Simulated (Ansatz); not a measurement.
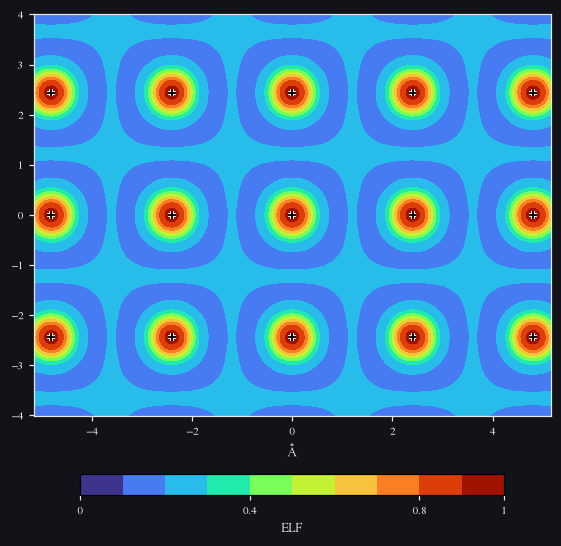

The ELF on a plane through atoms (crosses mark nuclei in the plane).

These are results of Kohn-Sham DFT of a periodic cell, r2SCAN, Ansatz PAW in Ansatz 0.2.0, not measurements.

Candidates:
A. AlNi, a = 2.82 Å, b = 2.82 Å, c = 2.82 Å, α = 90.00°, β = 90.00°, γ = 90.00°. Space group Pm-3m; computed pressure about 8 GPa in this cell; the program warned that a starting moment wasn't kept; spin-polarised, but the moments vanished.
B. Cu, a = 2.40 Å, b = 7.85 Å, c = 2.44 Å, α = 90.00°, β = 90.00°, γ = 90.00°. Space group Cmcm; a structure from a database of computed crystals, not necessarily the ambient phase; computed pressure about 7 GPa in this cell.

> Which system is this?

Candidate B: Cu on the (010) plane of the conventional cell, which holds Cu. Cu–Cu (2.40 Å): the ELF is about 0.20 at the midpoint; no localised pair shows between them.
